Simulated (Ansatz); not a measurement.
# Be3N2 (R3m): converging the G0W0 gap

How do accuracy and time trade against each other in G0W0 on Be3N2 (R3m)?

Program: Ansatz 0.2.0. Level of theory: G0W0 on LDA, plane waves, PAW; PAW set soft_1. Results are calculated unless marked as measured.

**1. Starting point**

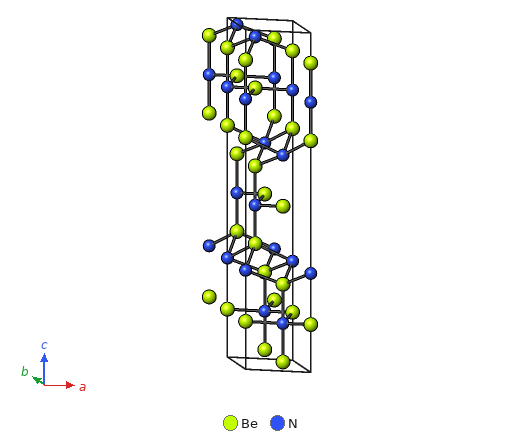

The starting structure, seen slightly off an axis (beryllium green, nitrogen blue). 1×2×1 cells are drawn. This picture shows the conventional cell, with its axes. Bonds to atoms that aren't drawn are left out. Some periodic images of atoms are drawn too.

The cell and positions are those that the Materials Project relaxed with its own functionals (PBE, PBE+U or r2SCAN), kept fixed.

**2. 44 empty bands, screening to 69 eV**

Now the one-shot GW correction: screening in the RPA, then the self-energy of the levels asked for. This step takes PAW set soft_1 files.

Input file input.yaml:

```yaml
crystal:
  lattice:
    - [1.4198050555, 0.819724831, 4.8662156628]
    - [-1.4198050555, 0.819724831, 4.8662156628]
    - [0.0, -1.639449662, 4.8662156628]
  atoms:
    - { symbol: Be, position: [0.85900108, 0.85900108, 0.85900108] }
    - { symbol: Be, position: [0.31769456, 0.31769456, 0.31769456] }
    - { symbol: Be, position: [0.08880677, 0.08880677, 0.08880677] }
    - { symbol: "N", position: [0.20416268, 0.20416268, 0.20416268] }
    - { symbol: "N", position: [0.70843491, 0.70843491, 0.70843491] }
kpoints:
  mp_grid: { grid: [8, 8, 8] }
hamiltonian:
  xc: lda
  pseudopotentials: { kind: paw, azcp: { folder: soft_1 }, xc_functional: pbe }
scf:
  occupations: { method: fixed }
gw:
  n_empty_bands: 44
  ecut_chi: 69
  qp_bands: [v2, c2]
  qp_kpoints: band_edges
  screening: { model: contour_deformation }
```

The run is started by

```sh
ansatz run input.yaml --threads 2 --pin off --max-ram 73728MiB --backend cuda --events-out ev --progress --plain --runs-dir out --devices 1 --max-vram 13GiB
```

Numbers of over 12 decimals in the logs are rounded to 6 here.

The log of the run:

```text
GPUs: using 1 of 1 available (devices: 1).
Engine: ansatz 0.2.0, x86_64-unknown-linux-gnu
Pseudopotentials: kind: paw
Pseudopotential: Be, paw, valence charge 2, recommended cutoff 420 eV (normal), soft_1/Be.paw.azcp
Pseudopotential: N, paw, valence charge 5, recommended cutoff 420 eV (normal), soft_1/N.paw.azcp
Functional definition: SPW92
  exchange = slater_x
  correlation = pw_c
device memory: the entry about to start is reckoned to put 0.9 GiB on a device that reports 42.1 GiB free (of which the cap on the GPU budget leaves the run 13.0 GiB)
GPU FFT provider: cuFFT
GPU libraries: cuBLAS 13.8.2, cuFFT 12.4.0, cuSOLVER 12.3.4
Crystal: 5 atoms, lattice volume = 33.981 Å³
Basis set: ecut = 420 eV, 671 PW (Γ)
Bands: 13, of which v1, the nominal top of the filled ones, is band 8 counted from 1 (7 counted from 0)
Symmetry: 6 space group operations
Space group: R3m (ITA 160), of the structure as read, at distance tolerance 3.2e-5 Å
k-points: 65 of 512 (time reversal used)
Non-local potential: Be, projectors of the file, l = 0: 2, l = 1: 2, l = 2: 1
Non-local potential: N, projectors of the file, l = 0: 2, l = 1: 2, l = 2: 1
PAW form: soft (Blöchl's): semilocal exchange-correlation on the pseudo side does not see the compensation charge
PAW frozen core: Be, regenerated for the run's functional, and the local potential with it (the file was generated under x = pbe(κ = 0.804, μ = 0.219515), c = pbe(β = 0.066725))
PAW frozen core: N, regenerated for the run's functional, and the local potential with it (the file was generated under x = pbe(κ = 0.804, μ = 0.219515), c = pbe(β = 0.066725))
PAW one-centre angular grid: Be, 110 points (default); XC on 64 Gauss nodes
PAW one-centre angular grid: N, 110 points (default); XC on 64 Gauss nodes
Initial density: superposition of atomic densities (chi_scale 0.1, normalization cell, long waves kept (reshape's long-wave potential 0.01 eV rms))
Initial wavefunctions: pseudopotential atomic-orbital guess
GPU buffer pool allocated for 46656 grid points (all kernels)
GPU transforms: local potential and band sums: pruned to the plane-wave sphere, on 36×36×36
Functional: x = slater, c = lda
SCF iter   1: F=—  HF=-1020.105092 eV  |F-HF|=—  |Δ(HF+E_count)|=         —  Δρ=1.20e-1  dr2=5.70e0  ethr=3.10e-3  ⟨swp⟩=5.2  Hψ=4572  notcnv=0  defer=186
preconditioner: auto → none  [insulator: Δε(μ)=4.431 eV  Ē_g=15.783 eV  n_scr=2 (ndim 8)  ℏωp=25.5 eV  f_vac=0.000  ε∞_Penn≈3.6]
SCF iter   2: F=—  HF=-1018.517419 eV  |F-HF|=—  |Δ(HF+E_count)|=    1.59e0  Δρ=6.37e-2  dr2=8.47e-1  ethr=3.10e-3  ⟨swp⟩=2.9  Hψ=2230  notcnv=0  defer=150
SCF iter   3: F=—  HF=-1018.291454 eV  |F-HF|=—  |Δ(HF+E_count)|=   2.26e-1  Δρ=2.01e-2  dr2=8.49e-2  ethr=3.10e-3  ⟨swp⟩=2.8  Hψ=1956  notcnv=0  defer=183
SCF iter   4: F=—  HF=-1018.285171 eV  |F-HF|=—  |Δ(HF+E_count)|=   6.28e-3  Δρ=9.74e-3  dr2=3.84e-2  ethr=5.31e-4  ⟨swp⟩=2.5  Hψ=1320  notcnv=0  defer=195
SCF iter   5: F=—  HF=-1018.274626 eV  |F-HF|=—  |Δ(HF+E_count)|=   1.05e-2  Δρ=8.79e-4  dr2=2.91e-4  ethr=2.40e-4  ⟨swp⟩=2.2  Hψ=1545  notcnv=0  defer=195
SCF iter   6: F=—  HF=-1018.274565 eV  |F-HF|=—  |Δ(HF+E_count)|=   6.10e-5  Δρ=3.16e-4  dr2=8.64e-5  ethr=1.82e-6  ⟨swp⟩=2.1  Hψ=1286  notcnv=0  defer=195
SCF iter   7: F=—  HF=-1018.274543 eV  |F-HF|=—  |Δ(HF+E_count)|=   2.29e-5  Δρ=1.31e-4  dr2=6.48e-6  ethr=5.40e-7  ⟨swp⟩=2.0  Hψ=1095  notcnv=0  defer=72
SCF iter   8: F=—  HF=-1018.274541 eV  |F-HF|=—  |Δ(HF+E_count)|=   1.67e-6  Δρ=2.76e-5  dr2=2.44e-7  ethr=4.05e-8  ⟨swp⟩=2.6  Hψ=1137  notcnv=0  defer=71
SCF iter   9: F=-1018.274541 eV  HF=-1018.274541 eV  |F-HF|=4.97e-11  |Δ(HF+E_count)|=   5.21e-8  Δρ=3.13e-6  dr2=1.50e-9  ethr=6.25e-10  ⟨swp⟩=7.1  Hψ=3564  notcnv=0
SCF 1 converged in 9 iterations: F = -1018.274541 eV  dr2 = 1.50e-9
  greatest PAW one-centre occupation: 0.781 electrons in one spin orbital (limit 2), on the N atom at site 3 (counted from 0), in its partial waves of l = 0
device memory: the entry about to start is reckoned to put 1.2 GiB on a device that reports 42.0 GiB free (of which the cap on the GPU budget leaves the run 13.0 GiB)
NSCF: frozen V_eff on 65 k-points, pencils in batches of 32, up to order 52
the band table was solved once the SCF had ended and its energy, with any forces and stress, was formed, with the checks that follow a solve (5015 applications of the Hamiltonian). They found nothing against the state; the energy, forces and stress were not computed again (output.eigenvalues in the input reference)
device memory: the entry about to start is reckoned to put 2.6 GiB on a device that reports 42.1 GiB free (of which the cap on the GPU budget leaves the run 13.0 GiB)
NSCF: frozen V_eff on 65 k-points, pencils in batches of 32, up to order 228
G₀W₀ screening: q 1/65
[... further progress lines ...]
device memory: the entry about to start is reckoned to put 0.3 GiB on a device that reports 52.7 GiB free (of which the cap on the GPU budget leaves the run 13.0 GiB)
NSCF: frozen V_eff on 1 k-points
device memory: the entry about to start is reckoned to put 0.3 GiB on a device that reports 52.7 GiB free (of which the cap on the GPU budget leaves the run 13.0 GiB)
NSCF: frozen V_eff on 1 k-points
device memory: the entry about to start is reckoned to put 0.3 GiB on a device that reports 52.7 GiB free (of which the cap on the GPU budget leaves the run 13.0 GiB)
NSCF: frozen V_eff on 1 k-points
SCF converged after 9 iterations
Free energy (F): -1018.274541 eV
Harris-Foulkes:  -1018.274541 eV  (|F-HF|=4.97e-11)
Internal energy: -1018.274541 eV  (E = F + TS)
E sigma→0 (E₀):  -1018.274541 eV
Fermi energy:    7.718131 eV
--- Per-component energies (eV) ---
  E_band       = 25.243059
  E_kinetic    = 328.379010
  E_local      = -382.546035  (includes V_loc(G=0)·N_el)
  E_nonlocal   = 84.312221
  E_hartree    = 129.206196
  E_xc         = -180.532721
  E_vxc        = -215.094415  (∫ρ·V_xc dr)
  E_paw        = -402.142961  (= ΣΔE_a)
  E_vpaw       = -48.221618  (= ΣTr[D̂ρ^β])
  E_aug_tail   = 0.001668  (compensation charges beyond the density's cutoff)
  E_ewald      = -595.202868
  E_core_change = 0.250949  (= ΣΔE_core)
  E_smearing   = -0.000000  (= −TS)
  E_closure    = -0.000000  (closes the sum)
  Σ components = -1018.274541   (vs F -1018.274541, Δ=0.00e0)
--- Band table (eV; the first three rows and the last of 65) ---
  k-point 0: bands = [... 4 lower, 6.5144, 7.2654, 7.7181, 7.7181, 13.8227, 15.4859, 15.8758, 15.8758, ... 1 higher]
  k-point 1: bands = [... 4 lower, 6.1750, 6.7336, 7.1579, 7.3228, 14.3544, 15.3978, 16.2984, 16.5791, ... 1 higher]
  k-point 2: bands = [... 4 lower, 4.8953, 5.4828, 6.5243, 6.6663, 14.4011, 15.1126, 17.2225, 17.8423, ... 1 higher]
  k-point 64: bands = [... 4 lower, 6.7338, 6.7338, 7.3745, 7.3745, 14.6998, 16.5010, 16.6382, 16.6382, ... 1 higher]
--- G₀W₀: contour deformation, 6 samples at zero and on the imaginary axis and 2 off it, 512 q-points, 44 empty bands' worth ---
  eigenvalues of the whole cell's RPA ε∞ on this k-mesh (on a slab, of 1 + 4πα/V) = 4.4980, 4.4980, 4.9894; static W/v taken at q = 0 is 0.221410
  gw.qp_kpoints: band_edges: 24 of 65 stored k-points solved, in 1 pass; an edge of the gap read off the rows below is read off those points alone
    valence top: of the k-points left out ik 60 came nearest to being solved in a further pass, in band 8 (counted from 1, as in the quasiparticle table): it holds the edge there only if its correction is more favourable than any solved in that band by at least 0.559 eV; those differ by 0.331 eV
    conduction bottom: of the k-points left out ik 40 came nearest to being solved in a further pass, in band 9 (counted from 1, as in the quasiparticle table): it holds the edge there only if its correction is more favourable than any solved in that band by at least 0.864 eV; those differ by 0.467 eV
    ik  band        ε_KS         Σx   Σc(E_QP)       V_xc       Z   E_QP_lin       E_QP  E_QP is
     0     7      7.7181   -22.1252     3.5578   -18.4144  0.8031     7.5650     7.5652  root
     0     8      7.7181   -22.1252     3.5578   -18.4144  0.8031     7.5650     7.5652  root
     0     9     13.8227    -9.6579    -4.5157   -15.3447  0.8175    15.0046    14.9939  root
     0    10     15.4859    -7.6129    -4.6937   -13.7984  0.8257    16.9948    16.9777  root
     1     7      7.1579   -21.5590     3.4224   -17.9727  0.8010     6.9939     6.9941  root
     1     8      7.3228   -21.8476     3.6177   -18.0074  0.8016     7.0999     7.1003  root
     1     9     14.3544    -9.5350    -4.5471   -15.3686  0.8145    15.6548    15.6409  root
     1    10     15.3978    -6.5783    -4.6967   -12.8198  0.8260    16.9619    16.9425  root
     4     7      4.7030   -20.6775     3.7872   -16.5162  0.7903     4.3276     4.3289  root
     4     8      5.6178   -21.3101     4.0187   -16.8076  0.7912     5.1319     5.1341  root
     4     9     13.1647    -7.3669    -4.2500   -12.8683  0.8273    14.4275    14.4161  root
     4    10     14.2580    -7.3378    -4.4477   -13.1920  0.8208    15.6816    15.6645  root
     5     7      7.2376   -21.6698     3.4709   -18.0230  0.8011     7.0615     7.0618  root
     5     8      7.4718   -21.9791     3.5864   -18.2073  0.8022     7.2862     7.2865  root
     5     9     14.3521    -9.3718    -4.5786   -15.2443  0.8150    15.6602    15.6461  root
     5    10     15.3807    -6.8355    -4.6759   -13.0296  0.8246    16.9180    16.8990  root
    11     7      6.4173   -21.2609     3.6784   -17.2471  0.7977     6.0810     6.0819  root
    11     8      7.2869   -21.7791     3.4878   -18.1316  0.8012     7.1269     7.1272  root
    11     9     15.0125    -8.9809    -4.6907   -15.0713  0.8091    16.4313    16.4122  root
    11    10     15.2395    -7.8635    -4.6263   -14.0594  0.8167    16.8310    16.8091  root
    12     7      6.9423   -21.4623     3.4814   -17.7706  0.7999     6.7316     6.7320  root
    12     8      6.9601   -21.7833     3.6729   -17.8596  0.7999     6.7089     6.7094  root
    12     9     13.6540    -7.6966    -4.3807   -13.4238  0.8235    15.0143    15.0005  root
    12    10     15.4109    -8.0151    -4.6708   -14.0473  0.8187    16.7886    16.7723  root
[...]
62     7      6.9144   -21.8119     3.7481   -17.7201  0.7989     6.5697     6.5706  root
    62     8      7.3306   -21.9671     3.6341   -18.1222  0.8013     7.1195     7.1198  root
    62     9     14.7546    -8.6444    -4.8198   -14.9385  0.8110    16.2494    16.2289  root
    62    10     16.0000    -7.8532    -4.8480   -14.2789  0.8104    17.6018    17.5776  root
    64     7      7.3745   -21.9219     3.6755   -17.9960  0.8014     7.1237     7.1241  root
    64     8      7.3745   -21.9219     3.6755   -17.9960  0.8014     7.1237     7.1241  root
    64     9     14.6998    -9.3031    -4.8351   -15.5510  0.8118    16.1303    16.1126  root
    64    10     16.5010    -9.0270    -5.0150   -15.5946  0.7980    18.0772    18.0535  root
```

Run time: 47 s. Hardware: 1 × NVIDIA H100 80GB HBM3 (shared by 6 runs) with 2 threads of AMD EPYC 7R13 (Zen 3), shared host; peak memory 1 GiB; 67 s of CPU time.

Numbers from this step:

```yaml
bands_summed: 52
rpa_eps_infinity_on_this_mesh_eigenvalues: 4.498, 4.498, 4.989
plane_waves_in_the_screening_matrix: 37
q_points_in_the_mesh: 512
g0w0_gap_on_the_mesh: 3.863 eV
k_of_the_valence_top: 0, 0, 0
k_of_the_conduction_bottom: 0, -0.5, -0.5
starting_gap_on_the_mesh: 2.703 eV
z_at_the_valence_top: 0.8031
z_at_the_conduction_bottom: 0.8397
least_direct_g0w0_gap_on_the_computed_points: 5.013 eV
```

The gap on the mesh goes from 2.70 eV to 3.86 eV, a correction of +1.16 eV. Between the two edge states, bare exchange in place of the xc potential would open the gap by 8.52 eV, and correlation takes back 7.36 eV.

**3. 125 empty bands, screening to 138 eV**

Bands and screening cutoff are moved together, since each hides the error of the other.

input.yaml: that of step 2 with these lines changed.

```diff
@@ -19,4 +19,4 @@
 gw:
-  n_empty_bands: 44
-  ecut_chi: 69
+  n_empty_bands: 125
+  ecut_chi: 138
   qp_bands: [v2, c2]
```

The log of the run:

```text
GPUs: using 1 of 1 available (devices: 1).
[...]
GPU FFT provider: cuFFT
GPU libraries: cuBLAS 13.8.2, cuFFT 12.4.0, cuSOLVER 12.3.4
Crystal: 5 atoms, lattice volume = 33.981 Å³
Basis set: ecut = 420 eV, 671 PW (Γ)
Bands: 13, of which v1, the nominal top of the filled ones, is band 8 counted from 1 (7 counted from 0)
Symmetry: 6 space group operations
[...]
k-points: 65 of 512 (time reversal used)
[...]
GPU buffer pool allocated for 46656 grid points (all kernels)
[...]
SCF iter   1: F=—  HF=-1020.105092 eV  |F-HF|=—  |Δ(HF+E_count)|=         —  Δρ=1.20e-1  dr2=5.70e0  ethr=3.10e-3  ⟨swp⟩=5.2  Hψ=4572  notcnv=0  defer=186
[...]
SCF iter   9: F=-1018.274541 eV  HF=-1018.274541 eV  |F-HF|=4.97e-11  |Δ(HF+E_count)|=   5.21e-8  Δρ=3.13e-6  dr2=1.50e-9  ethr=6.25e-10  ⟨swp⟩=7.1  Hψ=3564  notcnv=0
SCF 1 converged in 9 iterations: F = -1018.274541 eV  dr2 = 1.50e-9
[...]
NSCF: frozen V_eff on 65 k-points, pencils in batches of 32, up to order 52
[...]
NSCF: frozen V_eff on 65 k-points
G₀W₀ screening: q 1/65
[... further progress lines ...]
[...]
SCF converged after 9 iterations
Free energy (F): -1018.274541 eV
[...]
Internal energy: -1018.274541 eV  (E = F + TS)
E sigma→0 (E₀):  -1018.274541 eV
Fermi energy:    7.718131 eV
[...]
--- Band table (eV; the first three rows and the last of 65) ---
  k-point 0: bands = [... 4 lower, 6.5144, 7.2654, 7.7181, 7.7181, 13.8227, 15.4859, 15.8758, 15.8758, ... 1 higher]
  k-point 1: bands = [... 4 lower, 6.1750, 6.7336, 7.1579, 7.3228, 14.3544, 15.3978, 16.2984, 16.5791, ... 1 higher]
  k-point 2: bands = [... 4 lower, 4.8953, 5.4828, 6.5243, 6.6663, 14.4011, 15.1126, 17.2225, 17.8423, ... 1 higher]
  k-point 64: bands = [... 4 lower, 6.7338, 6.7338, 7.3745, 7.3745, 14.6998, 16.5010, 16.6382, 16.6382, ... 1 higher]
[...]
bands read: the sum over 133 bands ends inside a degenerate multiplet in 1 slot, whose members it reads at an even weight; the widest, k=64: bands 133 to 134 (counted from 1) at 1/2 each
[...]
0     7      7.7181   -22.1252     3.0230   -18.4144  0.7969     7.0270     7.0304  root
     0     8      7.7181   -22.1252     3.0230   -18.4144  0.7969     7.0270     7.0304  root
     0     9     13.8227    -9.6579    -4.7735   -15.3447  0.8115    14.7422    14.7360  root
     0    10     15.4859    -7.6129    -5.0097   -13.7984  0.8214    16.6721    16.6618  root
     1     7      7.1579   -21.5590     2.9179   -17.9727  0.7944     6.4863     6.4896  root
     1     8      7.3228   -21.8476     3.1070   -18.0074  0.7958     6.5855     6.5896  root
     1     9     14.3544    -9.5350    -4.8407   -15.3686  0.8088    15.3552    15.3473  root
     1    10     15.3978    -6.5783    -5.0160   -12.8198  0.8233    16.6350    16.6232  root
[...]
64     7      7.3745   -21.9219     3.1693   -17.9960  0.7956     6.6135     6.6179  root
    64     8      7.3745   -21.9219     3.1693   -17.9960  0.7956     6.6135     6.6179  root
    64     9     14.6998    -9.3031    -5.1497   -15.5510  0.8057    15.8083    15.7980  root
    64    10     16.5010    -9.0270    -5.3915   -15.5946  0.7921    17.6904    17.6771  root
```

It took 52 s on 1 × NVIDIA H100 80GB HBM3 (shared by 6 runs) with 2 threads; peak memory 1.4 GiB.

Numbers from this step:

```
bands summed                                 : 133
RPA ε∞ on this mesh (eigenvalues)            : 4.387, 4.387, 4.881
plane waves in the screening matrix          : 129
q-points in the mesh                         : 512
G0W0 gap on the mesh                         : 4.183 eV
k of the valence top                         : 0, 0, 0
k of the conduction bottom                   : 0, -0.5, -0.5
starting gap on the mesh                     : 2.703 eV
Z at the valence top                         : 0.7969
Z at the conduction bottom                   : 0.8375
least direct G0W0 gap on the computed points : 5.271 eV
```

Against the run with 8×8×8 mesh, 44 empty bands, screening to 69 eV, PAW set soft_1 files, the gap moves by +0.32 eV.

**4. 269 empty bands, screening to 230 eV**

input.yaml: that of step 3 with these lines changed.

```diff
@@ -19,4 +19,4 @@
 gw:
-  n_empty_bands: 125
-  ecut_chi: 138
+  n_empty_bands: 269
+  ecut_chi: 230.0
   qp_bands: [v2, c2]
```

The log of the run:

```text
GPUs: using 1 of 1 available (devices: 1).
[...]
GPU FFT provider: cuFFT
GPU libraries: cuBLAS 13.8.2, cuFFT 12.4.0, cuSOLVER 12.3.4
Crystal: 5 atoms, lattice volume = 33.981 Å³
Basis set: ecut = 420 eV, 671 PW (Γ)
Bands: 13, of which v1, the nominal top of the filled ones, is band 8 counted from 1 (7 counted from 0)
Symmetry: 6 space group operations
[...]
k-points: 65 of 512 (time reversal used)
[...]
1    10     15.3978    -6.5783    -5.1308   -12.8198  0.8226    16.5180    16.5085  root
[...]
64     7      7.3745   -21.9219     2.9177   -17.9960  0.7934     6.3583     6.3663  root
    64     8      7.3745   -21.9219     2.9177   -17.9960  0.7934     6.3583     6.3663  root
    64     9     14.6998    -9.3031    -5.3345   -15.5510  0.8040    15.6201    15.6131  root
    64    10     16.5010    -9.0270    -5.5897   -15.5946  0.7903    17.4884    17.4789  root
[key lines of the parts left out:]
SCF converged after 9 iterations
Free energy (F): -1018.274541 eV
Fermi energy:    7.718131 eV
```

The job ended after 2.1 min (1 × NVIDIA H100 80GB HBM3 (shared by 6 runs) with 2 threads; peak memory 2.1 GiB; 3 min of CPU time).

This step gave:

- bands summed: 277
- RPA ε∞ on this mesh (eigenvalues): 4.379, 4.379, 4.869
- plane waves in the screening matrix: 271
- G0W0 gap on the mesh: 4.355 eV
- k of the valence top: 0, 0, 0
- k of the conduction bottom: 0, -0.5, -0.5
- starting gap on the mesh: 2.703 eV
- least direct G0W0 gap on the computed points: 5.409 eV

Against the run with 8×8×8 mesh, 125 empty bands, screening to 138 eV, PAW set soft_1 files, the gap moves by +0.17 eV.

(Part 1 of 2 ends here.)

[Paths, hosts, dates, memory and timing lines, banners, echoed tables and standing remarks are left out of the program output.]

[Logs are printed without paths, hosts, clocks, repeated set-up lines and the standing remarks that a program may print on its own settings, such as how far it seeks lower states.]

[Runs of the session that timed out or met a known fault of the program may be left out.]

[Cells called generated may have been cut or substituted from an entry of the Crystallography Open Database or the Materials Project.]

[Hosts, paths, dates, database ids (printed as entryN), source tags and the programs' standing remarks are cut or masked in the printed files.]
